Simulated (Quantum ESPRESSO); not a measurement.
**CaO (Lime): zone-centre phonons**

Which modes does CaO (Lime) have at the zone centre?

Calculated with Quantum ESPRESSO 7.5; DFT LDA, scalar-relativistic, plane waves, PseudoDojo norm-conserving pseudopotentials.

## 1. The structure

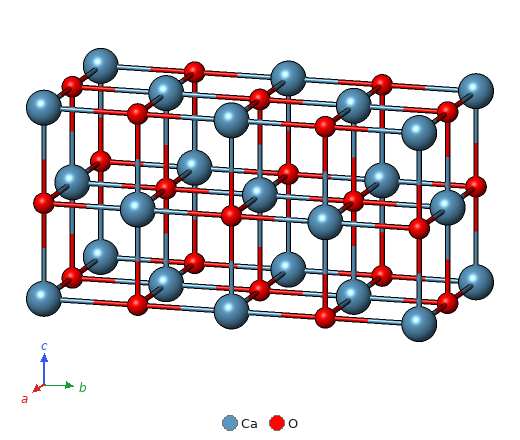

The starting structure, seen slightly off an axis (calcium blue, oxygen red). 1×2×1 cells are drawn. This picture shows the conventional cell, with its axes. Some periodic images of atoms are drawn too.

## 2. A probe with smearing

A cheap run with smearing and empty bands tells whether the crystal has a gap, which decides between fixed occupations and smearing later on.

The input, probe.in:

```
&CONTROL
  calculation = 'scf'
  prefix      = 'x'
  outdir      = './tmp'
  pseudo_dir  = './pseudo'
  tprnfor     = .true.
  tstress     = .true.
  verbosity   = 'high'
/
&SYSTEM
  ibrav       = 0
  nat         = 2
  ntyp        = 2
  ecutwfc     = 92.0
  occupations = 'smearing'
  smearing    = 'gaussian'
  degauss     = 0.01
/
&ELECTRONS
  conv_thr         = 1.0d-07
  mixing_beta      = 0.7
  electron_maxstep = 100
/
ATOMIC_SPECIES
 Ca     40.0780  Ca.upf
 O      15.9990  O.upf
CELL_PARAMETERS angstrom
    -2.406500000    0.000000000    2.406500000
     0.000000000    2.406500000    2.406500000
    -2.406500000    2.406500000    0.000000000
ATOMIC_POSITIONS crystal
 Ca     0.000000000   0.000000000   0.000000000
 O      0.500000000   0.500000000   0.500000000
K_POINTS automatic
 6 6 6 0 0 0
```

Launch:

```
$ OMP_NUM_THREADS=1 mpirun -n 4 pw.x -nk 4 -in probe.in > probe.out
```

Log:

```text
[banners, grids, parts of the stress and lines that vanish by symmetry left out]
Program PWSCF v.7.5
     Message from routine setup:
     using ibrav=0 with symmetry is DISCOURAGED, use correct ibrav instead
[...]
kinetic-energy cutoff     =      92.0000  Ry
     charge density cutoff     =     368.0000  Ry
     scf convergence threshold =      1.0E-07
[...]
Exchange-correlation= SLA  PW   NOGX NOGC
                           (   1   4   0   0   0   0   0)
[...]
48 Sym. Ops., with inversion, found
[...]
(     0          1          0      )
                  (     0          0          1      )
[...]
(  0.0000000  1.0000000  0.0000000 )
                  ( -0.0000000 -0.0000000  1.0000000 )
[...]
(     1          0         -1      )
                  (     0          0         -1      )
[...]
( -0.0000000 -1.0000000 -0.0000000 )
[...]
(     0          1         -1      )
                  (     0          1          0      )
[...]
( -1.0000000  0.0000000  0.0000000 )
                  (  0.0000000  1.0000000 -0.0000000 )
[...]
number of k points=    16  Gaussian smearing, width (Ry)=  0.0100
[...]
End of self-consistent calculation
[...]
the Fermi energy is     9.4062 ev
!    total energy              =    -110.66385572 Ry
[...]
convergence has been achieved in   8 iterations
[...]
atom    1 type  1   force =     0.00000000    0.00000000   -0.00000000
     atom    2 type  2   force =     0.00000000    0.00000000   -0.00000000
[...]
Total force =     0.000000     Total SCF correction =     0.000000
[...]
total   stress  (Ry/bohr**3)                   (kbar)     P=      -75.97
[...]
XML data file, charge density, pseudopotentials, collected wavefunctions

   JOB DONE.
```

Wall time 3.7 s (4 MPI ranks of Intel Xeon Platinum 8488C (Sapphire Rapids), shared host); 14 s of CPU time.

Numbers from this step:

```
volume per atom   : 13.94 Å³
pressure          : -7.597 GPa
gap on the k-mesh : 3.494 eV
```

A gap of 3.5 eV opens on this mesh, so the crystal is taken as an insulator; the start stands at -7.6 GPa.

## 3. Relaxation

The relaxation runs at a cutoff a fifth above that of the response, since stress converges more slowly with the basis than frequencies do. Forces and stress are brought to rest with tight thresholds.

The input, relax.in:

```
&CONTROL
  calculation   = 'vc-relax'
  prefix        = 'x'
  outdir        = './tmp'
  pseudo_dir    = './pseudo'
  tprnfor       = .true.
  tstress       = .true.
  forc_conv_thr = 2.0d-05
  etot_conv_thr = 1.0d-07
  nstep         = 40
/
&SYSTEM
  ibrav       = 0
  nat         = 2
  ntyp        = 2
  ecutwfc     = 110
  occupations = 'fixed'
  nbnd        = 10
/
&ELECTRONS
  conv_thr         = 1.0d-11
  mixing_beta      = 0.7
  electron_maxstep = 100
/
&IONS
/
&CELL
  press_conv_thr = 0.2
/
ATOMIC_SPECIES
 Ca     40.0780  Ca.upf
 O      15.9990  O.upf
CELL_PARAMETERS angstrom
    -2.406500000    0.000000000    2.406500000
     0.000000000    2.406500000    2.406500000
    -2.406500000    2.406500000    0.000000000
ATOMIC_POSITIONS crystal
 Ca     0.000000000   0.000000000   0.000000000
 O      0.500000000   0.500000000   0.500000000
K_POINTS automatic
 8 8 8 0 0 0
```

Launch:

```
$ OMP_NUM_THREADS=1 mpirun -n 4 pw.x -nk 4 -in relax.in > relax.out
```

Log:

```text
[banners, grids, parts of the stress and lines that vanish by symmetry left out]
[banner, memory and clock lines left out]
Program PWSCF v.7.5

[...]
kinetic-energy cutoff     =     110.0000  Ry
     charge density cutoff     =     440.0000  Ry
     scf convergence threshold =      1.0E-11
[...]
energy convergence thresh.=      1.0E-07
     force convergence thresh. =      2.0E-05
     press convergence thresh. =      2.0E-01
     Exchange-correlation= SLA  PW   NOGX NOGC
                           (   1   4   0   0   0   0   0)
[...]
48 Sym. Ops., with inversion, found
[...]
number of k points=    29
[...]
End of self-consistent calculation
[...]
highest occupied, lowest unoccupied level (ev):     7.3371   10.8304
!    total energy              =    -110.66387400 Ry
[...]
convergence has been achieved in  14 iterations
[...]
atom    1 type  1   force =     0.00000000    0.00000000    0.00000000
     atom    2 type  2   force =     0.00000000    0.00000000    0.00000000
     Total force =     0.000000     Total SCF correction =     0.000000
[...]
total   stress  (Ry/bohr**3)                   (kbar)     P=      -76.21
[...]
number of bfgs steps    =   0
[...]
CELL_PARAMETERS (angstrom)
[...]
ATOMIC_POSITIONS (crystal)
Ca               0.0000000000        0.0000000000        0.0000000000
O                0.5000000000        0.5000000000        0.5000000000
[...]
New effective cutoffs (rho, wfc):  450.65  112.87
[...]
End of self-consistent calculation
[...]
highest occupied, lowest unoccupied level (ev):     7.7794   11.2535
!    total energy              =    -110.66665519 Ry
[...]
convergence has been achieved in   8 iterations
[...]
atom    1 type  1   force =    -0.00000000   -0.00000000    0.00000000
     atom    2 type  2   force =     0.00000000    0.00000000    0.00000000
     Total force =     0.000000     Total SCF correction =     0.000000
[...]
total   stress  (Ry/bohr**3)                   (kbar)     P=      -35.73
[...]
number of bfgs steps    =   1
[...]
CELL_PARAMETERS (angstrom)
[...]
ATOMIC_POSITIONS (crystal)
Ca               0.0000000000        0.0000000000       -0.0000000000
O                0.5000000000        0.5000000000        0.5000000000
[...]
New effective cutoffs (rho, wfc):  460.76  115.40
[...]
End of self-consistent calculation
[...]
highest occupied, lowest unoccupied level (ev):     8.1711   11.6227
!    total energy              =    -110.66730089 Ry
[...]
convergence has been achieved in  15 iterations
[...]
atom    1 type  1   force =    -0.00000000   -0.00000000   -0.00000000
     atom    2 type  2   force =     0.00000000    0.00000000    0.00000000
     Total force =     0.000000     Total SCF correction =     0.000000
[...]
total   stress  (Ry/bohr**3)                   (kbar)     P=        4.88
[...]
number of bfgs steps    =   2
[...]
CELL_PARAMETERS (angstrom)
[...]
ATOMIC_POSITIONS (crystal)
[...]
New effective cutoffs (rho, wfc):  459.55  115.10
[...]
End of self-consistent calculation
[...]
highest occupied, lowest unoccupied level (ev):     8.1239   11.5785
!    total energy              =    -110.66731174 Ry
[...]
convergence has been achieved in  10 iterations
[...]
atom    1 type  1   force =     0.00000000   -0.00000000    0.00000000
     atom    2 type  2   force =     0.00000000    0.00000000   -0.00000000
     Total force =     0.000000     Total SCF correction =     0.000000
[...]
total   stress  (Ry/bohr**3)                   (kbar)     P=       -0.25
[...]
number of bfgs steps    =   3
[...]
CELL_PARAMETERS (angstrom)
[...]
ATOMIC_POSITIONS (crystal)
[...]
New effective cutoffs (rho, wfc):  459.61  115.11
[...]
End of self-consistent calculation
[...]
highest occupied, lowest unoccupied level (ev):     8.1262   11.5806
!    total energy              =    -110.66731177 Ry
[...]
convergence has been achieved in   5 iterations
[...]
atom    1 type  1   force =     0.00000000   -0.00000000    0.00000000
     atom    2 type  2   force =    -0.00000000    0.00000000   -0.00000000
     Total force =     0.000000     Total SCF correction =     0.000000
[...]
total   stress  (Ry/bohr**3)                   (kbar)     P=       -0.00
[...]
bfgs converged in   5 scf cycles and   4 bfgs steps
[...]
End of BFGS Geometry Optimization
     Final enthalpy           =    -110.6673117697 Ry
     File ./tmp/x.bfgs deleted, as requested
[...]
CELL_PARAMETERS (angstrom)
[...]
ATOMIC_POSITIONS (crystal)
Ca               0.0000000000        0.0000000000       -0.0000000000
O                0.5000000000        0.5000000000        0.5000000000
[...]
Final scf calculation at the relaxed structure.
[...]
kinetic-energy cutoff     =     110.0000  Ry
     charge density cutoff     =     440.0000  Ry
     scf convergence threshold =      1.0E-13
[...]
press convergence thresh. =      2.0E-01
     Exchange-correlation= SLA  PW   NOGX NOGC
                           (   1   4   0   0   0   0   0)
[...]
48 Sym. Ops., with inversion, found
[...]
number of k points=    29
[...]
c_bands:  1 eigenvalues not converged
     c_bands:  1 eigenvalues not converged
     c_bands:  1 eigenvalues not converged
     c_bands:  1 eigenvalues not converged
[...]
End of self-consistent calculation
[...]
highest occupied, lowest unoccupied level (ev):     8.1262   11.5806
!    total energy              =    -110.66731038 Ry
[...]
convergence has been achieved in  13 iterations
[...]
atom    1 type  1   force =    -0.00000000   -0.00000000    0.00000000
     atom    2 type  2   force =     0.00000000    0.00000000    0.00000000
     Total force =     0.000000     Total SCF correction =     0.000000
[...]
total   stress  (Ry/bohr**3)                   (kbar)     P=        0.00
[...]
XML data file, charge density, pseudopotentials, collected wavefunctions
```

It took 37 s on 4 MPI ranks; 2.5 min of CPU time.

Step by step:

```tsv
step	energy less that of the first step (eV)	largest force (eV/Å)	pressure (GPa)	volume (Å³)
1	0.0000	0.0000	-7.62	27.87
2	-0.0378	0.0000	-3.57	26.80
3	-0.0466	0.0000	0.49	25.93
4	-0.0468	0.0000	-0.03	26.03
5	-0.0468	0.0000	0.00	26.02
6	-0.0468	0.0000	0.00	26.02
```

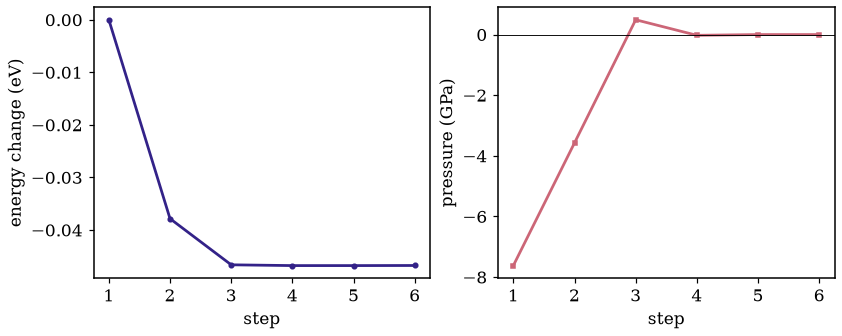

Energy and pressure along the relaxation.

```tsv
conventional cell, symmetrised	before	after	change
a (Å)	4.813	4.704	-2.3 %
b (Å)	4.813	4.704	-2.3 %
c (Å)	4.813	4.704	-2.3 %
volume (Å³/atom)	13.94	13.01	-6.6 %
```

The relaxed structure:

```cif
data_structure
_symmetry_space_group_name_H-M 'P 1'
_symmetry_Int_Tables_number 1
_cell_length_a 3.3263
_cell_length_b 3.3263
_cell_length_c 3.3263
_cell_angle_alpha 60.000
_cell_angle_beta 60.000
_cell_angle_gamma 60.000
_cell_volume 26.02
loop_
_atom_site_label
_atom_site_type_symbol
_atom_site_fract_x
_atom_site_fract_y
_atom_site_fract_z
_atom_site_occupancy
Ca1 Ca 0.00000 0.00000 0.00000 1
O2 O 0.50000 0.50000 0.50000 1
```

The last row of the table of steps is pw.x's closing run on a basis chosen anew for the final cell, so its energy can jump.

This step gave:

```
volume per atom   : 13.01 Å³
pressure          : 0 GPa
gap on the k-mesh : 3.454 eV
```

The volume changes by -6.6 % from the cell with which this run began.

## 4. Ground state

Perturbation theory inherits every error of the wavefunctions, so the threshold is set near the limit of the arithmetic. With a gap, occupations are fixed, which also allows the response to an electric field.

The input, scf.in:

```
&CONTROL
  calculation = 'scf'
  prefix      = 'x'
  outdir      = './tmp'
  pseudo_dir  = './pseudo'
  tprnfor     = .true.
  tstress     = .true.
/
&SYSTEM
  ibrav       = 0
  nat         = 2
  ntyp        = 2
  ecutwfc     = 92.0
  occupations = 'fixed'
  nbnd        = 10
/
&ELECTRONS
  conv_thr         = 1.0d-12
  mixing_beta      = 0.7
  electron_maxstep = 100
/
ATOMIC_SPECIES
 Ca     40.0780  Ca.upf
 O      15.9990  O.upf
CELL_PARAMETERS angstrom
    -2.352063273    0.000000000    2.352063273
     0.000000000    2.352063273    2.352063273
    -2.352063273    2.352063273    0.000000000
ATOMIC_POSITIONS crystal
 Ca     0.000000000   0.000000000   0.000000000
 O      0.500000000   0.500000000   0.500000000
K_POINTS automatic
 8 8 8 0 0 0
```

Launch:

```
$ OMP_NUM_THREADS=1 mpirun -n 4 pw.x -nk 4 -in scf.in > scf.out
```

Log:

```text
[banners, grids, parts of the stress and lines that vanish by symmetry left out]
[banner, memory and clock lines left out]
Program PWSCF v.7.5

[...]
kinetic-energy cutoff     =      92.0000  Ry
     charge density cutoff     =     368.0000  Ry
     scf convergence threshold =      1.0E-12
[...]
Exchange-correlation= SLA  PW   NOGX NOGC
                           (   1   4   0   0   0   0   0)
[...]
48 Sym. Ops., with inversion, found
[...]
number of k points=    29
[...]
End of self-consistent calculation
[...]
highest occupied, lowest unoccupied level (ev):     8.1262   11.5807
!    total energy              =    -110.66730265 Ry
[...]
convergence has been achieved in  16 iterations
[...]
atom    1 type  1   force =    -0.00000000   -0.00000000   -0.00000000
     atom    2 type  2   force =    -0.00000000    0.00000000   -0.00000000
     Total force =     0.000000     Total SCF correction =     0.000000
[...]
total   stress  (Ry/bohr**3)                   (kbar)     P=       -0.01
[...]
XML data file, charge density, pseudopotentials, collected wavefunctions
```

Elapsed: 6.3 s, on 4 MPI ranks; 24 s of CPU time.

Read from the output:

```yaml
pressure: -0.001 GPa
```

The cell stands at -0.001 GPa, close enough for phonons.

(Part 1 of 4 ends here.)

[Host names and launcher messages were left out of these logs when they were recorded.]

[Logs are printed without paths, hosts, clocks, repeated set-up lines and the standing remarks that a program may print on its own settings, such as how far it seeks lower states.]

[Hosts, paths, dates, database ids (printed as entryN), source tags and the programs' standing remarks are cut or masked in the printed files.]
